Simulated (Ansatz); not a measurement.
**C: density, localisation and related maps**

```
C
1.0
     0.00000   -4.35016    0.00000
    -2.51156    0.00000    0.00000
     0.00000    0.00000   -8.36071
C
16
Cartesian
  0.0000 -2.9001 -8.0984
  -1.2558 -0.7250 -8.0984
  0.0000 -2.9001 -3.9181
  -1.2558 -0.7250 -3.9181
  -1.1808 -3.6251 -6.0083
  -2.4366 -1.4500 -6.0083
  -1.3308 -3.6251 -1.8279
  -0.0750 -1.4500 -1.8279
  -2.4381 -2.9001 -6.5328
  -1.1823 -0.7250 -6.5328
  -0.0735 -2.9001 -2.3525
  -1.3292 -0.7250 -2.3525
  -1.2406 -3.6251 -4.4426
  -2.4964 -1.4500 -4.4426
  -1.2709 -3.6251 -0.2623
  -0.0151 -1.4500 -0.2623
```

Space group Cc; not relaxed (largest force 0.5 eV/Å).

Computed with DFT PBE, scalar-relativistic, plane waves, PAW in Ansatz 0.2.0.

Core electrons are frozen (PAW), and the valence fields are smoothed inside the atomic spheres.

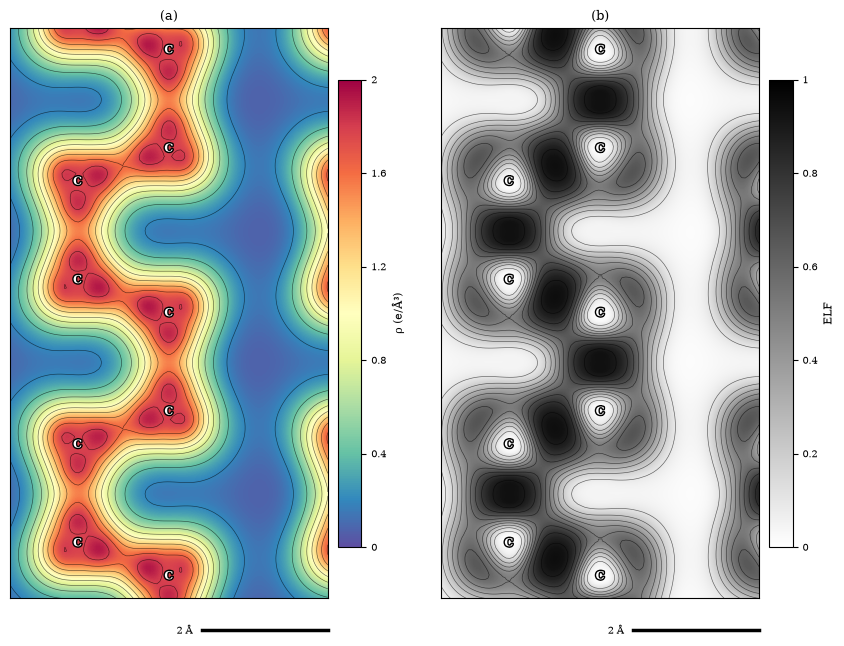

Figure 1. (a) valence electron density; (b) electron localisation function on the (010) plane of the conventional cell.

Q: Interpret the plot.

A:
- The section cuts through C sites.
- C–C (1.54 Å): ρ is about 1.6 e/Å³ halfway; the ELF peaks at about 0.95 between the atoms; a shared electron pair.
- Between the atoms the lowest density in this plane is 0.07 e/Å³.

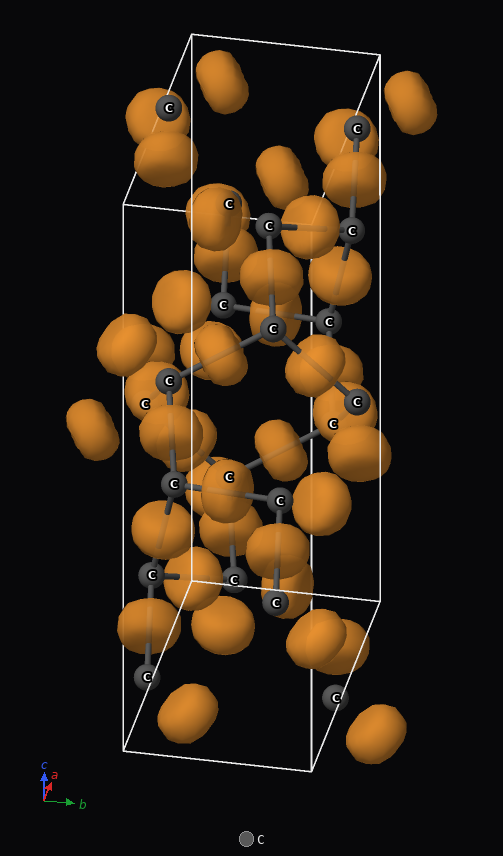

Figure 2. Isosurface of the ELF at 0.8 (orange), seen at an oblique angle. Only the valence region is drawn (cores and ρ < 0.01 e/Å³ removed). Sticks mark near contacts.

Q: What do the ELF domains correspond to?

A: At this value the surface marks out 32 regions between bonded C–C atoms (shared pairs), counted in one cell of 16 atoms. Regions shared between cells count once. Profiles from the grid: C–C (1.53 Å): the ELF peaks at about 0.95 between the atoms; a covalent bond.

Q: Metal or insulator at this level of theory?

A: It is gapped, with a Kohn–Sham gap of 3.3 eV on the k-point mesh, an upper bound to the gap of this method.
